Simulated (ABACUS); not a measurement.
## Geometry relaxation, with input and output: ZnSe (part 1 of 2)

The run: geometry relaxation of ZnSe (F-43m, 2 atoms in the cell). Method and program: Kohn-Sham DFT of a periodic cell, revPBE, Ansatz NC PBE, no spin polarisation (ABACUS 3.10.1).

The structure derives from an entry of the Crystallography Open Database.

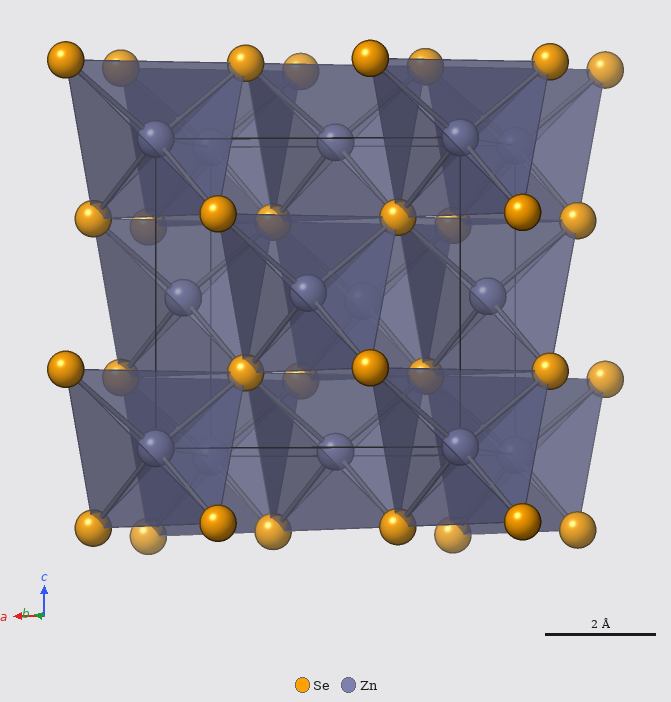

**Figure 1.** The starting structure (polyhedral view of the cell 4 times as large as that of the calculation, set on its symmetry axes, seen at an oblique angle; polyhedra are completed across the faces of the cell).

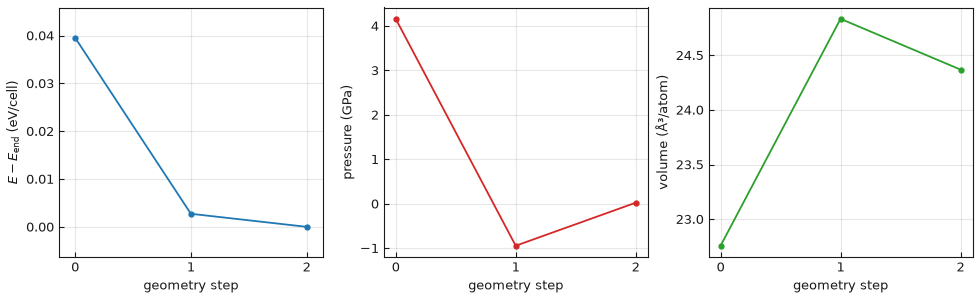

**Figure 2.** Progress of the relaxation, step by step (steps are counted from 0).

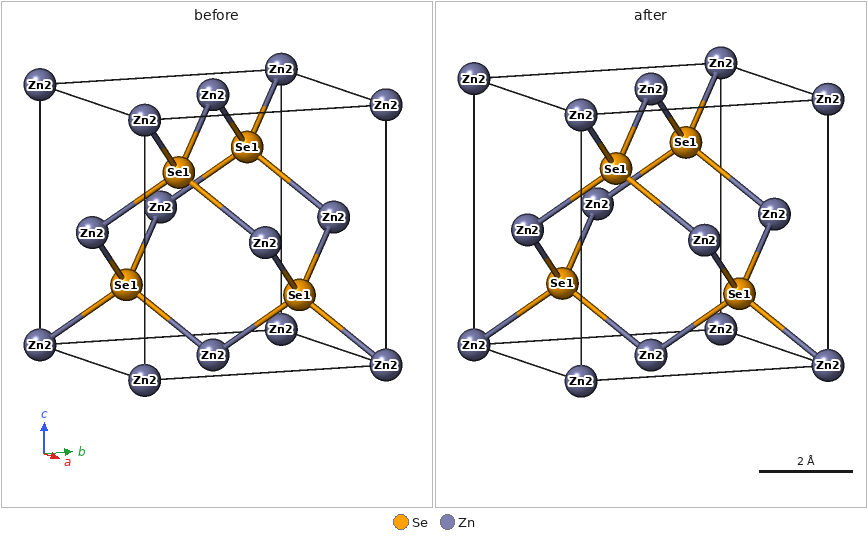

**Figure 3.** Before (left) and after (right) the relaxation, at one scale (ball-and-stick view of the cell 4 times as large as that of the calculation, set on its symmetry axes, seen slightly off an axis). The atoms keep their places relative to the cell (all moves are under 0.005 Å). The volume changes by +7.1 %, with a = b = c 5.668 → 5.798 Å (+2.3 %). Distances before and after: Se1–Zn2 2.454 → 2.511 Å. The space group stays F-43m (No. 216). After 2 geometry steps the energy has fallen by 39.5 meV per cell of the calculation. All forces vanish by symmetry, so only the cell relaxes. The pressure goes from 4.16 to 0.02 GPa. (Atoms are counted from 1 in the order of the input.)

These pictures come from the run below.

**Input file**
```
INPUT_PARAMETERS
suffix              ZnSe
calculation         cell-relax
basis_type          pw
pseudo_dir          ./
symmetry            1
dft_functional      revpbe
ecutwfc             87
pseudo_rcut         7
nspin               1
nbands              22
ks_solver           dav
smearing_method     fd
smearing_sigma      0.00367493
scf_thr             1e-08
scf_nmax            100
mixing_type         broyden
mixing_beta         0.7
cal_force           1
cal_stress          1
relax_nmax          60
force_thr_ev        0.01
relax_method        cg
out_stru            1
stress_thr          1
kpar                4
```

**File STRU**
```
ATOMIC_SPECIES
Se 78.9710 Se.upf
Zn 65.3800 Zn.upf

LATTICE_CONSTANT
7.5732633804

LATTICE_VECTORS
0.0000000000 0.7071067812 0.7071067812
0.7071067812 0.0000000000 0.7071067812
0.7071067812 0.7071067812 0.0000000000

ATOMIC_POSITIONS
Cartesian

Se
0.0
1
1.0606601718 1.0606601718 1.0606601718 1 1 1

Zn
0.0
1
0.0000000000 0.0000000000 0.0000000000 1 1 1
```

**File KPT**
```
K_POINTS
0
Gamma
6 6 6 0 0 0
```

Command:
```bash
OMP_NUM_THREADS=1 mpirun -np 4 abacus > log
```

**Output**
```
ABACUS v3.10.1

               Atomic-orbital Based Ab-initio Computation at UStc

 ------------------------------------------------------------------------------------

 READING GENERAL INFORMATION
                           global_out_dir = OUT.ZnSe/
                           global_in_card = INPUT
                               pseudo_dir = ./
                              orbital_dir =
                                    DSIZE = 4
                                    GSIZE = 1

 READING UNITCELL INFORMATION
                                    ntype = 2
                  lattice constant (Bohr) = 7.57326
              lattice constant (Angstrom) = 4.0076

 READING ATOM TYPE 1
                               atom label = Se
                      L=0, number of zeta = 1
                      L=1, number of zeta = 1
                      L=2, number of zeta = 1
             number of atom for this type = 1

 READING ATOM TYPE 2
                               atom label = Zn
                      L=0, number of zeta = 1
                      L=1, number of zeta = 1
                      L=2, number of zeta = 1
             number of atom for this type = 1

                        TOTAL ATOM NUMBER = 2
CARTESIAN COORDINATES ( UNIT =       7.573263380400 Bohr ).
    atom                   x                   y                   z     mag                  vx                  vy                  vz
tauc_Se1            1.0606601718        1.0606601718        1.0606601718  0.0000        0.0000000000        0.0000000000        0.0000000000
tauc_Zn1            0.0000000000        0.0000000000        0.0000000000  0.0000        0.0000000000        0.0000000000        0.0000000000

                          Volume (Bohr^3) = 307.138
                             Volume (A^3) = 45.5132

 Lattice vectors: (Cartesian coordinate: in unit of a_0)
                   +0           +0.707107           +0.707107
            +0.707107                  +0           +0.707107
            +0.707107           +0.707107                  +0
 Reciprocal vectors: (Cartesian coordinate: in unit of 2 pi/a_0)
            -0.707107           +0.707107           +0.707107
            +0.707107           -0.707107           +0.707107
            +0.707107           +0.707107           -0.707107
 The esolver type has been set to : ksdft_pw

                PAO radial cut off (Bohr) = 7

 Read in pseudopotential file is Se.upf
                     pseudopotential type = NC
          exchange-correlation functional = PBE
                 nonlocal core correction = 1
                        valence electrons = 16
                                     lmax = 2
                           number of zeta = 3
                     number of projectors = 6
                           L of projector = 0
                           L of projector = 0
                           L of projector = 1
                           L of projector = 1
                           L of projector = 2
                           L of projector = 2
 XC functional updated to : revpbe
          exchange-correlation functional = REVPBE
                PAO radial cut off (Bohr) = 7

 Read in pseudopotential file is Zn.upf
                     pseudopotential type = NC
          exchange-correlation functional = PBE
                 nonlocal core correction = 1
                        valence electrons = 20
                                     lmax = 3
                           number of zeta = 4
                     number of projectors = 7
                           L of projector = 0
                           L of projector = 0
                           L of projector = 1
                           L of projector = 1
                           L of projector = 2
                           L of projector = 2
                           L of projector = 3
 XC functional updated to : revpbe
          exchange-correlation functional = REVPBE
     initial pseudo atomic orbital number = 19

 SETUP THE ELECTRONS NUMBER
            electron number of element Se = 16
      total electron number of element Se = 16
            electron number of element Zn = 20
      total electron number of element Zn = 20
            AUTOSET number of electrons:  = 36
                           occupied bands = 18
                                   NBANDS = 22
                                   NLOCAL = 18

%%%%%%%%%%%%%%%%%%%%%%%%%%%%%%%%%%%%%%%%%%%%%%%%%%%%%%%%%%%%%%%%%%%%%%%%%%%%%%%%%%%%%%%%%%%%%%%%%%%%%%%%%%
 Warning: the number of valence electrons in pseudopotential > 6 for Se: [Ar] 3d10 4s2 4p4
 Warning: the number of valence electrons in pseudopotential > 12 for Zn: [Ar] 3d10 4s2
 Pseudopotentials with additional electrons can yield (more) accurate outcomes, but may be less efficient.
 If you're confident that your chosen pseudopotential is appropriate, you can safely ignore this warning.
%%%%%%%%%%%%%%%%%%%%%%%%%%%%%%%%%%%%%%%%%%%%%%%%%%%%%%%%%%%%%%%%%%%%%%%%%%%%%%%%%%%%%%%%%%%%%%%%%%%%%%%%%%

 SETUP THE PLANE WAVE BASIS
 energy cutoff for charge/potential (unit:Ry) = 348
            fft grid for charge/potential = [ 45, 45, 45 ]
                        fft grid division = [ 1, 1, 1 ]
        big fft grid for charge/potential = [ 45, 45, 45 ]
                                     nbxx = 91125
                                     nrxx = 91125

 SETUP PLANE WAVES FOR CHARGE/POTENTIAL
                    number of plane waves = 33775
                         number of sticks = 1381

 PARALLEL PW FOR CHARGE/POTENTIAL
     PROC   COLUMNS(POT)             PW
        1           1381          33775
 --------------- sum -------------------
        1           1381          33775
                            number of |g| = 339
                                  max |g| = 505.5
                                  min |g| = 0

----------- Double Check Mixing Parameters Begin ------------
mixing_type: broyden
mixing_beta: 0.7
mixing_gg0: 1
mixing_gg0_min: 0.1
mixing_ndim: 8
----------- Double Check Mixing Parameters End ------------

 LATTICE VECTORS: (CARTESIAN COORDINATE: IN UNIT OF A0)
                   +0           +0.707107           +0.707107
            +0.707107                  +0           +0.707107
            +0.707107           +0.707107                  +0
                       right hand lattice = 1
                                   NORM_A = 1
                                   NORM_B = 1
                                   NORM_C = 1
                           ALPHA (DEGREE) = 60
                           BETA  (DEGREE) = 60
                           GAMMA (DEGREE) = 60

 The lattice vectors have been changed (STRU_SIMPLE.cif)

(for optimal symmetric configuration:)
                             BRAVAIS TYPE = 3
                     BRAVAIS LATTICE NAME = 03. Cubic F (face-centered)
                                    ibrav = 3
                                    IBRAV = 3
                                  BRAVAIS = FACE CENTERED CUBIC
                       LATTICE CONSTANT A = 1.41421
Original cell was already a primitive cell.
                        ROTATION MATRICES = 48
              PURE POINT GROUP OPERATIONS = 24
                   SPACE GROUP OPERATIONS = 24
                                       C2 = 3
                                       C3 = 8
                                       C4 = 0
                                       C6 = 0
                                       S1 = 6
                                       S3 = 0
                                       S4 = 6
                                       S6 = 0
                              POINT GROUP = T_d
                                       C2 = 3
                                       C3 = 8
                                       C4 = 0
                                       C6 = 0
                                       S1 = 6
                                       S3 = 0
                                       S4 = 6
                                       S6 = 0
               POINT GROUP IN SPACE GROUP = T_d

 SETUP K-POINTS
                                    nspin = 1
                   Input type of k points = Monkhorst-Pack(Gamma)
                                   nkstot = 216
                       right hand lattice = 1
(for reciprocal lattice: )
                             BRAVAIS TYPE = 2
                     BRAVAIS LATTICE NAME = 02. Cubic I (body-centered)
                                    ibrav = 2
                       right hand lattice = 1
(for k-lattice: )
                             BRAVAIS TYPE = 2
                     BRAVAIS LATTICE NAME = 02. Cubic I (body-centered)
                                    ibrav = 2
                       right hand lattice = 1
                        ROTATION MATRICES = 48
                               nkstot_ibz = 16
K-POINTS REDUCTION ACCORDING TO SYMMETRY
     IBZ    DIRECT_X    DIRECT_Y    DIRECT_Z  WEIGHT  ibz2bz
       1  0.00000000  0.00000000  0.00000000  0.0046       0
       2  0.16666667  0.16666667  0.16666667  0.0370       1
       3  0.33333333  0.33333333  0.33333333  0.0370       2
       4  0.50000000  0.50000000  0.50000000  0.0185       3
       5  0.16666667  0.16666667  0.00000000  0.0278       7
       6  0.33333333  0.33333333  0.16666667  0.1111       8
       7  0.50000000  0.50000000  0.33333333  0.1111       9
       8  0.50000000  0.33333333  0.33333333  0.1111      10
       9  0.33333333  0.16666667  0.16666667  0.0556      11
      10  0.33333333  0.33333333  0.00000000  0.0278      14
      11  0.50000000  0.50000000  0.16666667  0.1111      15
      12 -0.33333333  0.33333333  0.33333333  0.0556      16
      13  0.50000000  0.50000000  0.00000000  0.0139      21
      14  0.50000000  0.33333333  0.16666667  0.1111      51
      15  0.50000000  0.33333333 -0.33333333  0.1111      52
      16  0.50000000  0.33333333 -0.16666667  0.0556      58

                               nkstot now = 16
[... K-POINTS DIRECT COORDINATES: 16 rows ...]

           k-point number in this process = 4
       minimum distributed K point number = 4
[... stars of the k points ...]

[... K-POINTS CARTESIAN COORDINATES: 4 rows ...]

[... K-POINTS DIRECT COORDINATES: 4 rows ...]

 SETUP PLANE WAVES FOR WAVE FUNCTIONS
     energy cutoff for wavefunc (unit:Ry) = 87
              fft grid for wave functions = [ 45, 45, 45 ]
                    number of plane waves = 4957
                         number of sticks = 379

 PARALLEL PW FOR WAVE FUNCTIONS
     PROC   COLUMNS(POT)             PW
        1            379           4957
 --------------- sum -------------------
        1            379           4957

 SETUP NONLOCAL PSEUDOPOTENTIALS IN PLANE WAVE BASIS
 Se non-local projectors:
 projector 1 L=0
 projector 2 L=0
 projector 3 L=1
 projector 4 L=1
 projector 5 L=2
 projector 6 L=2
 Zn non-local projectors:
 projector 1 L=0
 projector 2 L=0
 projector 3 L=1
 projector 4 L=1
 projector 5 L=2
 projector 6 L=2
 projector 7 L=3
      TOTAL NUMBER OF NONLOCAL PROJECTORS = 43

 Init Non-Local PseudoPotential table :
 Init Non-Local-Pseudopotential done.

                                     npwx = 4279

 Make real space PAO into reciprocal space.
       max mesh points in Pseudopotential = 701
     dq(describe PAO in reciprocal space) = 0.01
                                    max q = 1873

 number of pseudo atomic orbitals for Se is 3
WARNING: norm of atomic wavefunction # 2 of atomic type Se is 0.999994, renormalized
WARNING: norm of atomic wavefunction # 3 of atomic type Se is 0.99943, renormalized

 number of pseudo atomic orbitals for Zn is 4
WARNING: norm of atomic wavefunction # 3 of atomic type Zn is 0.999997, renormalized
WARNING: norm of atomic wavefunction # 4 of atomic type Zn is 0.998384, renormalized

 -------------------------------------------
 STEP OF RELAXATION : 1
 -------------------------------------------
                                 init_chg = atomic

 PW ALGORITHM --------------- ION=   1  ELEC=   1--------------------------------

 Notice: Threshold on eigenvalues was too large.
 hsover_error=0.36 > DRHO=0.0647071
 Origin diag ethr = 0.01
 New diag ethr = 0.000179742

 Density error is 0.0657575808557
                          Error Threshold = 0.00017974193128
----------------------------------------------------------
     Energy           Rydberg                 eV
----------------------------------------------------------
 E_KohnSham     -660.7550123419      -8990.0331499107
 E_Harris       -662.3552931749      -9011.8060876390
 E_Fermi        0.6584520150         8.9586992636
----------------------------------------------------------

 PW ALGORITHM --------------- ION=   1  ELEC=   2--------------------------------

 Density error is 0.0118714179018
                          Error Threshold = 0.000182659946821
----------------------------------------------------------
     Energy           Rydberg                 eV
----------------------------------------------------------
 E_KohnSham     -660.7710487881      -8990.2513369538
 E_Harris       -659.2530529314      -8969.5979437621
 E_Fermi        0.6754286342         9.1896780168
----------------------------------------------------------

 PW ALGORITHM --------------- ION=   1  ELEC=   3--------------------------------

 Density error is 0.00072480461103
                          Error Threshold = 3.29761608383e-05
----------------------------------------------------------
     Energy           Rydberg                 eV
```
